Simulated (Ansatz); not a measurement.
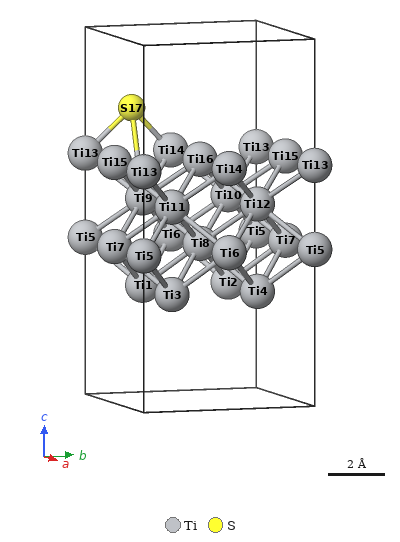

Fig. 1: The structure as given in the input (ball-and-stick view of the cell of the calculation, with the vacuum cut short, seen slightly off an axis; atoms are numbered from 1 in the order of the input). An atom can appear more than once, as a periodic image.

## Run report: Ti16S, geometry relaxation (part 1 of 2)

System: Ti16S (slab, 17 atoms in the cell).
Method: DFT PBE, scalar-relativistic, plane waves, PAW, PAW set soft_1, no spin polarisation (Ansatz 0.2.0).

The structure derives from an entry of the Crystallography Open Database. The input holds or restrains some coordinates. Forces given for the steps count only the free coordinates. Figures and captions count atoms from 1; the log counts them from 0 in places.

### Output
```
Engine: ansatz 0.2.0, aarch64-unknown-linux-gnu
Pseudopotentials: kind: paw
Pseudopotential: Ti, paw, valence charge 12, recommended cutoff 420 eV (normal), [file]
Pseudopotential: S, paw, valence charge 6, recommended cutoff 420 eV (normal), [file]
Functional definition: PBE
  parameter kappa = 0.804
  parameter beta = 0.06672455060314922
  exchange = pbe_x(kappa = kappa, mu = beta*pi^2/3)
  correlation = pbe_c(beta = beta)
Crystal: 17 atoms, lattice volume = 855.380 Å³
Basis set: ecut = 420 eV, 16687 PW (Γ), exchange–correlation on 90×90×270 points (8 copies of the dense FFT grid, shifted against one another)
Bands: 119, of which v1, the nominal top of the filled ones, is band 99 counted from 1 (98 counted from 0)
Symmetry: 2 space group operations
Space group: Pm (ITA 6), of the structure as read, at distance tolerance 9.5e-5 Å
k-points: 9 of 16 (time reversal used)
Non-local potential: Ti, projectors of the file, l = 0: 3, l = 1: 2, l = 2: 3, l = 3: 1
Non-local potential: S, projectors of the file, l = 0: 2, l = 1: 2, l = 2: 1
PAW form: soft (Blöchl's): semilocal exchange-correlation on the pseudo side does not see the compensation charge
PAW one-centre angular grid: Ti, 590 points (default); XC on 64 Gauss nodes
PAW one-centre angular grid: S, 110 points (default); XC on 64 Gauss nodes
Initial density: superposition of atomic densities (neutral atoms: chi_scale 0, normalization atom)
Initial wavefunctions: pseudopotential atomic-orbital guess
Functional: x = pbe(κ = 0.804, μ = 0.2195149727645171), c = pbe(β = 0.06672455060314922)
SCF iter   1: F=—  HF=-40912.253966 eV  |F-HF|=—  |Δ(HF+E_count)|=         —  Δρ=6.80e-2  dr2=2.72e2  ethr=3.10e-3  p=0.000 e·Å  D=9.00e-8 V/Å  ΔV_dip=-0.00 eV  dr2_dipole=4.28e0  V_vac-E_F(+/−)=8.22/8.22 eV  ⟨swp⟩=9.7  Hψ=5080  notcnv=0
efield: sawtooth ramp at fractional position 0.8346 (placed from the atoms, in the widest stretch of the axis that holds none; the zero of the levels goes with the place), width 0.0400; the density the first Hamiltonian is built on has a dipole p = 0.000 e·Å; the dipole correction subtracts the counter field D = 9.00e-8 V/Å, which shifts the + side's vacuum level by -0.00 eV against the − side's; the planar-averaged density in the ramp window peaks in size at 9.2e-8 e/Å³
preconditioner: auto → LDOS  [metal: Δε(μ)=0.039 eV  Ē_g=3.188 eV  σ=0.100 eV  W_gap=0.21  n_scr=128 (ndim 8)  ℏωp=10.6 eV  f_vac=0.540  D(μ)=17.71/eV (n_scr^D=96)  β→1.0]
SCF iter   2: F=—  HF=-40918.009920 eV  |F-HF|=—  |Δ(HF+E_count)|=    5.76e0  Δρ=1.34e-1  dr2=7.35e2  ethr=3.10e-3  p=-0.620 e·Å  D=-1.31e-1 V/Å  ΔV_dip=2.65 eV  dr2_dipole=1.33e1  V_vac-E_F(+/−)=2.47/-0.17 eV  ⟨swp⟩=18.9  Hψ=9143  notcnv=0  defer=61  recentre
SCF iter   3: F=—  HF=-40893.170793 eV  |F-HF|=—  |Δ(HF+E_count)|=    2.48e1  Δρ=3.24e-2  dr2=5.25e1  ethr=3.10e-3  p=-0.175 e·Å  D=-3.70e-2 V/Å  ΔV_dip=0.75 eV  dr2_dipole=2.14e0  V_vac-E_F(+/−)=6.11/5.38 eV  ⟨swp⟩=9.9  Hψ=5695  notcnv=0  defer=25
SCF iter   4: F=—  HF=-40889.568645 eV  |F-HF|=—  |Δ(HF+E_count)|=    3.60e0  Δρ=9.94e-3  dr2=2.94e0  ethr=3.10e-3  p=-0.142 e·Å  D=-2.99e-2 V/Å  ΔV_dip=0.60 eV  dr2_dipole=1.94e-2  V_vac-E_F(+/−)=4.73/4.13 eV  ⟨swp⟩=5.1  Hψ=1895  notcnv=0  defer=62
SCF iter   5: F=—  HF=-40889.413461 eV  |F-HF|=—  |Δ(HF+E_count)|=   1.55e-1  Δρ=2.81e-3  dr2=1.89e-1  ethr=1.49e-3  p=-0.153 e·Å  D=-3.24e-2 V/Å  ΔV_dip=0.65 eV  dr2_dipole=3.69e-4  V_vac-E_F(+/−)=4.41/3.75 eV  ⟨swp⟩=4.3  Hψ=1557  notcnv=0  defer=60
SCF iter   6: F=—  HF=-40889.422703 eV  |F-HF|=—  |Δ(HF+E_count)|=   9.24e-3  Δρ=2.54e-3  dr2=1.90e-1  ethr=9.57e-5  p=-0.217 e·Å  D=-4.59e-2 V/Å  ΔV_dip=0.93 eV  dr2_dipole=9.70e-3  V_vac-E_F(+/−)=4.22/3.29 eV  ⟨swp⟩=6.0  Hψ=2196  notcnv=0  defer=39
SCF iter   7: F=—  HF=-40889.415233 eV  |F-HF|=—  |Δ(HF+E_count)|=   7.47e-3  Δρ=8.67e-4  dr2=2.12e-2  ethr=9.57e-5  p=-0.221 e·Å  D=-4.68e-2 V/Å  ΔV_dip=0.94 eV  dr2_dipole=5.70e-3  V_vac-E_F(+/−)=4.21/3.26 eV  ⟨swp⟩=2.7  Hψ=1311  notcnv=0  defer=33
SCF iter   8: F=—  HF=-40889.414494 eV  |F-HF|=—  |Δ(HF+E_count)|=   7.39e-4  Δρ=2.94e-4  dr2=2.12e-3  ethr=1.07e-5  p=-0.228 e·Å  D=-4.82e-2 V/Å  ΔV_dip=0.97 eV  dr2_dipole=1.31e-4  V_vac-E_F(+/−)=4.22/3.24 eV  ⟨swp⟩=2.4  Hψ=1426  notcnv=0  defer=32
SCF iter   9: F=—  HF=-40889.414889 eV  |F-HF|=—  |Δ(HF+E_count)|=   3.95e-4  Δρ=1.20e-4  dr2=4.75e-4  ethr=1.07e-6  p=-0.232 e·Å  D=-4.90e-2 V/Å  ΔV_dip=0.99 eV  dr2_dipole=2.83e-5  V_vac-E_F(+/−)=4.22/3.23 eV  ⟨swp⟩=3.0  Hψ=1536  notcnv=0  defer=31
SCF iter  10: F=—  HF=-40889.414865 eV  |F-HF|=—  |Δ(HF+E_count)|=   2.38e-5  Δρ=3.06e-5  dr2=2.74e-5  ethr=2.40e-7  p=-0.233 e·Å  D=-4.93e-2 V/Å  ΔV_dip=1.00 eV  dr2_dipole=2.35e-7  V_vac-E_F(+/−)=4.22/3.22 eV  ⟨swp⟩=2.2  Hψ=1379  notcnv=0  defer=30
SCF iter  11: F=-40889.414864 eV  HF=-40889.414872 eV  |F-HF|=7.77e-6  |Δ(HF+E_count)|=   6.60e-6  Δρ=2.25e-5  dr2=9.88e-6  ethr=7.89e-9  p=-0.235 e·Å  D=-4.97e-2 V/Å  ΔV_dip=1.00 eV  dr2_dipole=2.78e-7  V_vac-E_F(+/−)=4.22/3.22 eV  ⟨swp⟩=37.0  Hψ=13607  notcnv=0
SCF 1 converged in 11 iterations: F = -40889.414864 eV  dr2 = 9.88e-6
  greatest PAW one-centre occupation: 0.999 electrons in one spin orbital (limit 2), on the Ti atom at site 3 (counted from 0), in its partial waves of l = 0
relax step   1: F+E_penalty+E_count = -40889.41486416 eV  Δ(F+E_penalty+E_count) = +0.000e0 eV  max|allowed force component| = 1.494e-1 eV/Å  Δτ_max = 0.0000 Å  (11 SCF iters, dr2 threshold 1.56e-5 eV, accepted)
Initial density: handed on by an earlier stage of this run
Initial wavefunctions: those handed on with the density
iter 1 solved again at ethr=7.93e-7 eV; its pass at ethr=3.10e-3 eV (dr2=1.57e-3 eV) is discarded
SCF iter   1: F=—  HF=-40889.416003 eV  |F-HF|=—  |Δ(HF+E_count)|=         —  Δρ=2.71e-4  dr2=1.61e-3  ethr=7.93e-7  p=-0.235 e·Å  D=-4.97e-2 V/Å  ΔV_dip=1.00 eV  dr2_dipole=1.04e-5  V_vac-E_F(+/−)=4.22/3.22 eV  ⟨swp⟩=2.0  Hψ=2834  notcnv=0
efield: sawtooth ramp at fractional position 0.8346 (handed on by an earlier solve), width 0.0400; the density the first Hamiltonian is built on has a dipole p = -0.235 e·Å; the dipole correction subtracts the counter field D = -4.97e-2 V/Å, which shifts the + side's vacuum level by +1.00 eV against the − side's; the planar-averaged density in the ramp window peaks in size at 3.5e-6 e/Å³
preconditioner: auto → LDOS  [metal: Δε(μ)=0.013 eV  Ē_g=2.462 eV  σ=0.100 eV  W_gap=0.07  n_scr=128 (ndim 8)  ℏωp=10.6 eV  f_vac=0.561  D(μ)=35.59/eV (n_scr^D=288)  β→1.0]
SCF iter   2: F=—  HF=-40889.415857 eV  |F-HF|=—  |Δ(HF+E_count)|=   1.46e-4  Δρ=1.56e-4  dr2=4.32e-4  ethr=7.93e-7  p=-0.230 e·Å  D=-4.87e-2 V/Å  ΔV_dip=0.98 eV  dr2_dipole=3.11e-6  V_vac-E_F(+/−)=4.20/3.22 eV  ⟨swp⟩=3.0  Hψ=1381  notcnv=0
SCF iter   3: F=—  HF=-40889.416055 eV  |F-HF|=—  |Δ(HF+E_count)|=   1.98e-4  Δρ=4.06e-5  dr2=3.56e-5  ethr=2.18e-7  p=-0.232 e·Å  D=-4.90e-2 V/Å  ΔV_dip=0.99 eV  dr2_dipole=2.73e-7  V_vac-E_F(+/−)=4.20/3.22 eV  ⟨swp⟩=3.0  Hψ=1615  notcnv=0
SCF iter   4: F=—  HF=-40889.416051 eV  |F-HF|=—  |Δ(HF+E_count)|=   3.83e-6  Δρ=1.08e-5  dr2=2.30e-6  ethr=1.80e-8  p=-0.231 e·Å  D=-4.89e-2 V/Å  ΔV_dip=0.99 eV  dr2_dipole=9.69e-8  V_vac-E_F(+/−)=4.20/3.21 eV  ⟨swp⟩=3.0  Hψ=1729  notcnv=0
SCF iter   5: F=-40889.416051 eV  HF=-40889.416051 eV  |F-HF|=1.96e-7  |Δ(HF+E_count)|=   1.86e-7  Δρ=4.65e-6  dr2=4.11e-7  ethr=7.04e-10  p=-0.231 e·Å  D=-4.89e-2 V/Å  ΔV_dip=0.99 eV  dr2_dipole=7.02e-8  V_vac-E_F(+/−)=4.20/3.21 eV  ⟨swp⟩=20.1  Hψ=9916  notcnv=0
SCF 2 converged in 5 iterations: F = -40889.416051 eV  dr2 = 4.11e-7
relax step   2: F+E_penalty+E_count = -40889.41605098 eV  Δ(F+E_penalty+E_count) = -1.187e-3 eV  max|allowed force component| = 4.430e-2 eV/Å  Δτ_max = 0.0121 Å  (5 SCF iters, dr2 threshold 1.39e-6 eV, accepted)
SCF iter   1: F=—  HF=-40889.415955 eV  |F-HF|=—  |Δ(HF+E_count)|=         —  Δρ=1.16e-4  dr2=2.99e-4  ethr=1.41e-6  p=-0.231 e·Å  D=-4.89e-2 V/Å  ΔV_dip=0.99 eV  dr2_dipole=6.59e-7  V_vac-E_F(+/−)=4.20/3.21 eV  ⟨swp⟩=2.0  Hψ=1625  notcnv=0
efield: sawtooth ramp at fractional position 0.8346 (handed on by an earlier solve), width 0.0400; the density the first Hamiltonian is built on has a dipole p = -0.231 e·Å; the dipole correction subtracts the counter field D = -4.89e-2 V/Å, which shifts the + side's vacuum level by +0.99 eV against the − side's; the planar-averaged density in the ramp window peaks in size at 3.4e-6 e/Å³
preconditioner: auto → LDOS  [metal: Δε(μ)=0.013 eV  Ē_g=2.464 eV  σ=0.100 eV  W_gap=0.07  n_scr=128 (ndim 8)  ℏωp=10.6 eV  f_vac=0.561  D(μ)=35.58/eV (n_scr^D=288)  β→1.0]
SCF iter   2: F=—  HF=-40889.415929 eV  |F-HF|=—  |Δ(HF+E_count)|=   2.53e-5  Δρ=6.80e-5  dr2=8.19e-5  ethr=1.51e-7  p=-0.229 e·Å  D=-4.85e-2 V/Å  ΔV_dip=0.98 eV  dr2_dipole=3.65e-7  V_vac-E_F(+/−)=4.19/3.21 eV  ⟨swp⟩=3.0  Hψ=1661  notcnv=0
SCF iter   3: F=—  HF=-40889.416162 eV  |F-HF|=—  |Δ(HF+E_count)|=   2.33e-4  Δρ=1.92e-5  dr2=8.10e-6  ethr=4.13e-8  p=-0.230 e·Å  D=-4.86e-2 V/Å  ΔV_dip=0.98 eV  dr2_dipole=1.41e-7  V_vac-E_F(+/−)=4.19/3.21 eV  ⟨swp⟩=3.0  Hψ=1719  notcnv=0
SCF iter   4: F=—  HF=-40889.416162 eV  |F-HF|=—  |Δ(HF+E_count)|=   6.43e-7  Δρ=5.19e-6  dr2=5.55e-7  ethr=4.09e-9  p=-0.229 e·Å  D=-4.85e-2 V/Å  ΔV_dip=0.98 eV  dr2_dipole=2.09e-8  V_vac-E_F(+/−)=4.19/3.21 eV  ⟨swp⟩=3.0  Hψ=1686  notcnv=0
SCF iter   5: F=—  HF=-40889.416162 eV  |F-HF|=—  |Δ(HF+E_count)|=   9.45e-8  Δρ=2.34e-6  dr2=1.07e-7  ethr=5.05e-11  p=-0.229 e·Å  D=-4.85e-2 V/Å  ΔV_dip=0.98 eV  dr2_dipole=1.43e-8  V_vac-E_F(+/−)=4.19/3.21 eV  ⟨swp⟩=17.6  Hψ=8375  notcnv=0
SCF iter   6: F=-40889.416162 eV  HF=-40889.416162 eV  |F-HF|=2.86e-9  |Δ(HF+E_count)|=   4.60e-8  Δρ=6.98e-7  dr2=8.53e-9  ethr=5.05e-11  p=-0.229 e·Å  D=-4.85e-2 V/Å  ΔV_dip=0.98 eV  dr2_dipole=6.28e-10  V_vac-E_F(+/−)=4.19/3.21 eV  ⟨swp⟩=10.1  Hψ=6565  notcnv=0
SCF 3 converged in 6 iterations: F = -40889.416162 eV  dr2 = 8.53e-9
relax step   3: F+E_penalty+E_count = -40889.41616187 eV  Δ(F+E_penalty+E_count) = -1.109e-4 eV  max|allowed force component| = 4.938e-4 eV/Å  Δτ_max = 0.0050 Å  (6 SCF iters, accepted)
```

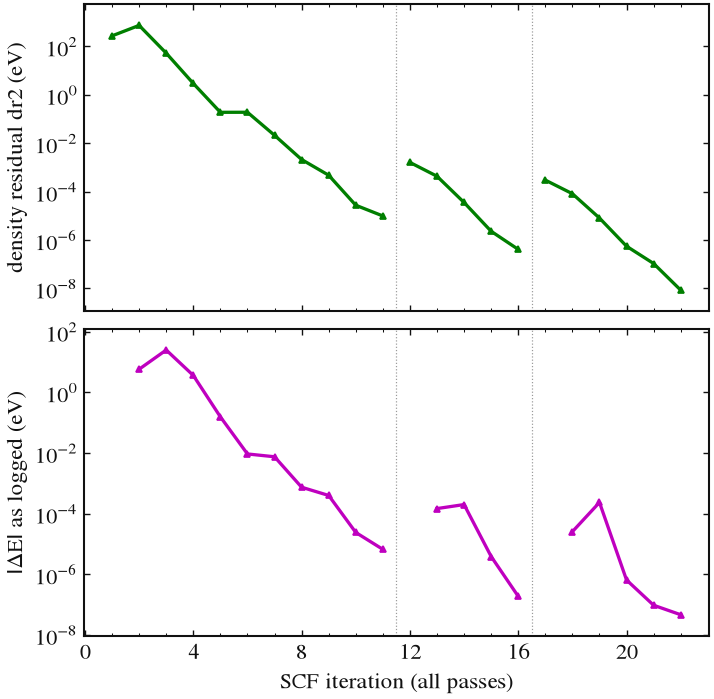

Fig. 2: Convergence of the self-consistent field: density residual dr2 and size of the energy change against the SCF iteration. The dotted lines part the SCF passes of the relaxation: geometry steps, rejected trials and re-solves on a re-selected basis. The passes take 11, 5 and 6 iterations.

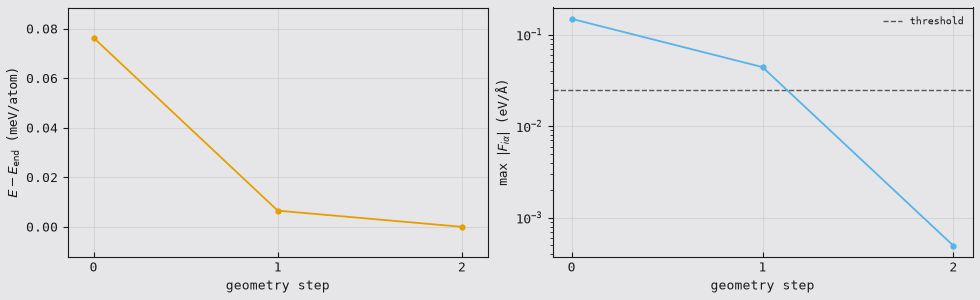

Fig. 3: Progress of the restrained relaxation, step by step (the first geometry is step 0 here and step 1 in the log).

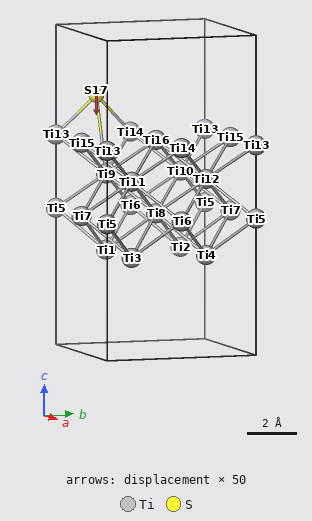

Fig. 4: The starting structure with the displacements as red arrows, magnified 50 times (ball-and-stick view of the cell of the calculation, with the vacuum cut short, seen slightly off an axis). The atom that moves furthest is S17 (0.017 Å). Ti stays in place. The cell doesn't change. Among the contacts that change: Ti9–S17 3.373 → 3.357 Å, Ti13–S17 2.340 → 2.329 Å. The energy falls by 0.1 meV per atom in 2 geometry steps. The largest force component goes from 0.15 to 0.00049 eV/Å. (Atoms are counted from 1 in the order of the input.)

```
WARN: The output density's exchange-correlation potential varies sharply where the density is thin. Do not read a vacuum level from v_tot or v_xc, or from such a field of the output density. On a cell that repeats whose density bears no net charge and no dipole along the vacuum's axis use v_es (v_loc + v_h of the components); under efield.dipole_correction with no amplitude use v_es + v_field, which holds any external_charges[].barrier, or the levels of the report's work_function block, which leave it out; under a non-zero efield.amplitude the vacuum is tilted and has no level; on a cell that repeats and bears such a dipole with no correction it is tilted too, and efield.dipole_correction with no amplitude gives each side of its ramp a level where efield: is served; in a cell that repeats whose density bears a net charge (total_charge, or a fill off its count) it is curved and has none; of a slab under crystal.periodic whose density bears no net charge use v_es, which has a level on each side, short of where the two are joined; of another it falls or rises all the way out and has none; of a slab beside external_charges read slab_vacuum_level instead, which it has where they leave it neutral. The grid or the basis barely resolves most such structure, and the values can differ between equally converged runs; as a rule a tighter scf.convergence.dr2_threshold does not remove it. Where the density itself ripples (under the LDA too) a higher basis.ecutwfc lessens it. The files hold the spikes' plane waves up to the density's cutoff. Files: v_tot_of_output_density and the like, and their columns of v_z.tsv (output.write_potential); v_xc_of_output_density and the like, and their columns of v_comp_z.tsv (output.write_potential_components). Measured: with its Gaussian average of σ = 0.25 Å subtracted twice, the exchange-correlation potential is over 0.1 eV at 51 of the grid points where the equally averaged density (valence and model cores) is under 1e-3 e/Å³, and 0.201 eV at the most among them, at an averaged density of 5.0e-8 e/Å³. See output.write_potential in the manual, Limitations
SCF converged after 6 iterations
Free energy (F): -40889.416162 eV
Harris-Foulkes:  -40889.416162 eV  (|F-HF|=2.86e-9)
Internal energy: -40889.238293 eV  (E = F + TS)
E sigma→0 (E₀):  -40889.327227 eV
Entropy (-TS):   -0.177869 eV (-10.463 meV/atom)
Fermi energy:    2.109179 eV
Dipole field:    D = -0.048548 V/Å  (p = -0.229494 e·Å, saw-weighted, corrected)
Work function:   Φ+ = 4.1939 eV   Φ− = 3.2142 eV
Levels:          The Fermi level and band energies are counted from a zero that moves with the ramp; work functions are not
--- Per-component energies (eV) ---
  E_band       = -4671.777981
  E_kinetic    = 4595.536359
  E_local      = -144151.908325  (includes V_loc(G=0)·N_el)
  E_nonlocal   = 1010.764226
  E_hartree    = 69535.741492
  E_xc         = -1935.439060
  E_vxc        = -2393.527864  (∫ρ·V_xc dr)
  E_paw        = -17286.961648  (= ΣΔE_a)
  E_vpaw       = -2797.725912  (= ΣTr[D̂ρ^β])
  E_aug_tail   = -0.001218  (compensation charges beyond the density's cutoff)
  E_efield     = 0.005571  (sawtooth field / dipole correction)
  E_vefield    = -6.410547  (∫n·V_field dr)
  E_ewald      = 47343.024311
  E_smearing   = -0.177869  (= −TS)
  E_closure    = -0.000000  (closes the sum)
  Σ components = -40889.416162   (vs F -40889.416162, Δ=0.00e0)
--- Forces (eV/Å), atoms counted from 1 ---
  atom   1  Ti     0.00712654     0.00000000     0.55809144
  atom   2  Ti    -0.01296292     0.00000000     0.55751327
  atom   3  Ti    -0.02142382     0.00000000     0.55416442
  atom   4  Ti    -0.02029439     0.00000000     0.56839891
  atom   5  Ti     0.06334273    -0.02241604    -0.57410455
  atom   6  Ti     0.06334273     0.02241604    -0.57410455
  atom   7  Ti    -0.02558047     0.13116252    -0.52947404
  atom   8  Ti    -0.02558047    -0.13116252    -0.52947404
  atom   9  Ti     0.03326895     0.00000000    -0.04706182
  atom  10  Ti     0.38402641     0.00000000    -0.13059833
  atom  11  Ti    -0.22548201     0.00000000    -0.25620387
  atom  12  Ti    -0.34353712     0.00000000    -0.21610217
  atom  13  Ti    -0.34705102    -0.17931724     0.42984282
  atom  14  Ti    -0.34705102     0.17931724     0.42984282
  atom  15  Ti     0.06947444    -0.23995629    -0.12060056
  atom  16  Ti     0.06947444     0.23995629    -0.12060056
  atom  17  S      0.67891281     0.00000000     0.00049383
  max |Σ_I F_I| component: 2.30e-5 eV/Å
--- Band table (eV; the first three rows and the last of 9) ---
```
